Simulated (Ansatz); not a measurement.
SiNi

```xyz
4
Lattice="3.0266 0.0000 0.0000 0.0000 3.2735 0.0000 0.0000 0.0000 4.6978" Properties=species:S:1:pos:R:3 pbc="T T T"
Si    1.5133    1.6367    3.9569
Si    0.0000    0.0000    0.7408
Ni    1.5133    1.6367    1.6171
Ni    0.0000    0.0000    3.0807
```

Space group Pmmn; started from the SiNi prototype; computed without spin polarisation.

These are results of Ansatz, DFT PBE, scalar-relativistic, plane waves, PAW, not measurements.

Q: Predict the valence pseudo-density and electron localisation function between the atoms.

A: Si–Ni (2.34 Å): ρ is about 0.43 e/Å³ halfway; the ELF peaks at about 0.70 in the valence shell of Si, 0.9 Å from its nucleus, and is about 0.45 at the midpoint.
Si–Ni (2.40 Å): ρ is about 0.42 e/Å³ halfway; the ELF peaks at about 0.70 in the valence shell of Si, 0.9 Å from its nucleus, and is about 0.50 at the midpoint.

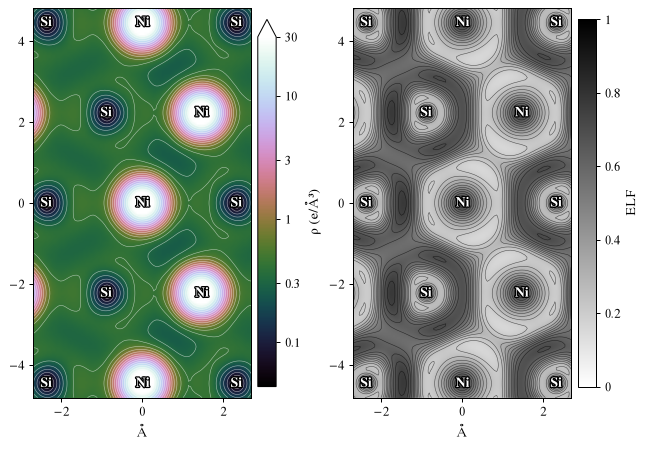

Computed valence pseudo-density and electron localisation function on the (110) plane of the conventional cell, in this order. 

In a PAW calculation such maps are meaningful between the atoms, not at the nuclei.
